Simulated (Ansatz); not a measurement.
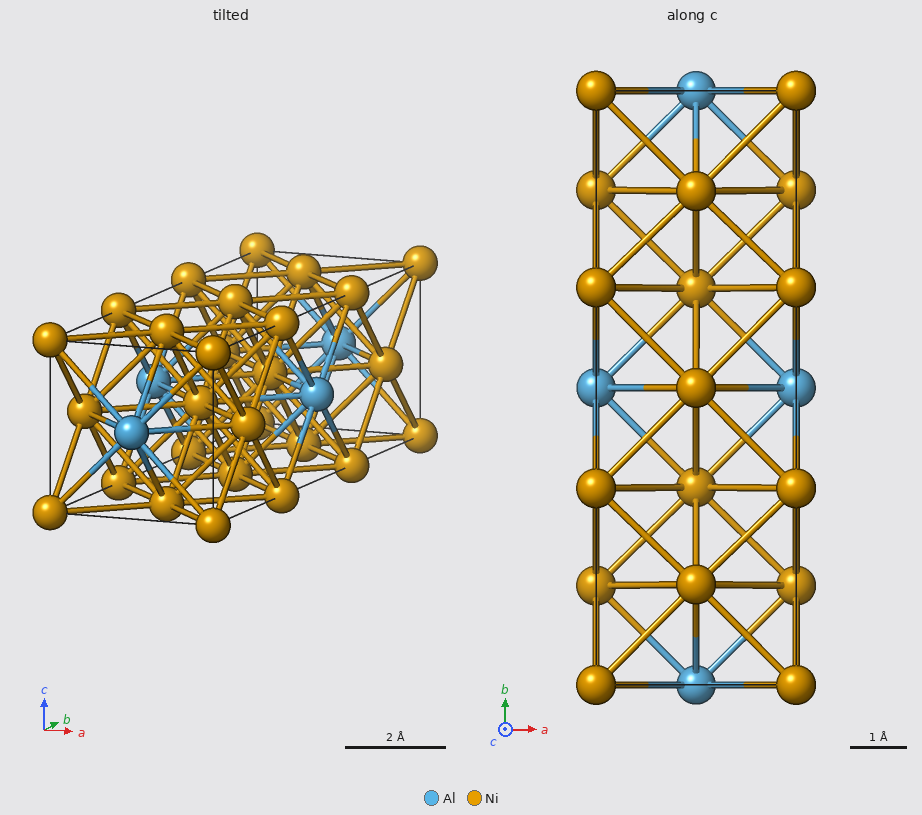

Shown here is a ball-and-stick view of the crystal, taken slightly off an axis and along the c axis. The edges of the conventional unit cell are marked. Cell: a = 3.57 Å, b = 10.61 Å, c = 3.54 Å, α = 90.00°, β = 90.00°, γ = 90.00°.

The cell started as a structure type filled with these elements by a generator (whether the compound takes this form wasn't checked). Earlier steps of the study, as a rule a relaxation of our own, may have changed the cell and positions, so they can lie some per cent off the listed ones. It went into a calculation with Ansatz.

Describe the arrangement of the atoms.

Answer. Formula: AlNi5. Space group: Cmmm (No. 65). Lattice: base-centred orthorhombic. Content of the cell: 2 Al, 10 Ni (Z = 2). Al sits among twelve Ni in a cuboctahedral arrangement at about 2.5 Å. Ni takes three kinds of site: 2a with eight Ni and four Al in a cuboctahedral arrangement (about 2.5 Å to Ni, 2.5 Å to Al); 4i with ten Ni and two Al in a cuboctahedral arrangement (about 2.5 Å to Ni, 2.5 Å to Al); 4j with ten Ni and two Al in a cuboctahedral arrangement (about 2.5 Å to Ni, 2.5 Å to Al). The bonds build a three-dimensional framework.

Setup: DFT PBE, scalar-relativistic, plane waves, PAW in Ansatz; E_cut = 420 eV, k-points about 0.18 Å⁻¹ apart, Gaussian smearing of 0.1 eV, collinear spins.

Which atoms carry magnetic moments in this run, and how do they order?

Answer. The state reached is ferromagnetic. Sizes: Ni 0.3 μB; net moment 1.4 μB in the run's cell of 6 atoms.

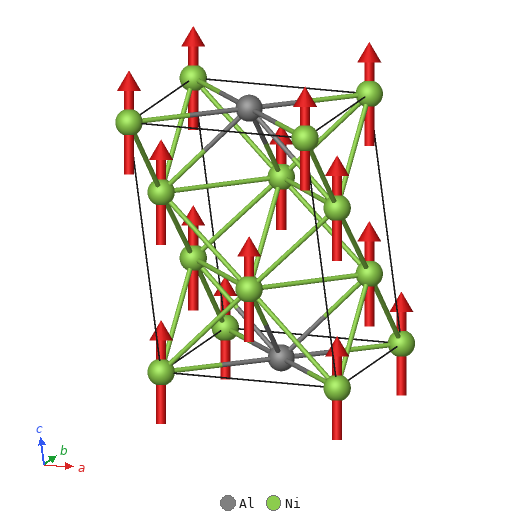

Site moments above 0.25 μB as arrows, small induced ones on non-metal atoms left out (red along the largest or up, blue against, purple across). The run's cell of 6 atoms is drawn in a reduced setting, so axes and origin can differ from the first picture.

What is the electronic character?

Answer. A metal: bands cross the Fermi level.

What charge does Bader's analysis assign to each element?

Answer. Al +1.88 e; Ni -0.60 to -0.32 e.

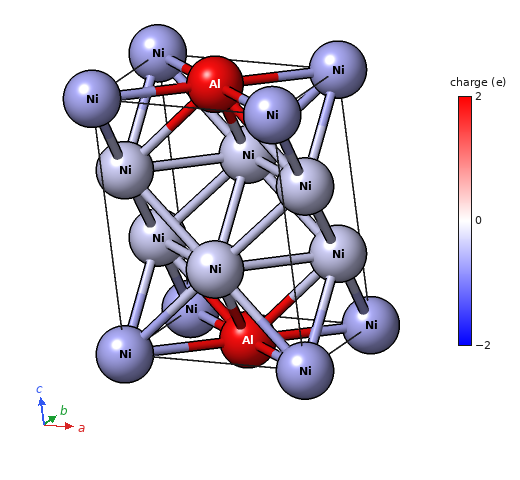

The atoms coloured by those charges. The run's cell of 6 atoms is drawn in a reduced setting, so axes and origin can differ from the first picture.

Is this the optimised geometry for these settings?

Answer. Yes. All forces vanish to within 0.01 eV/Å. The pressure is 0.0 GPa, close to zero.
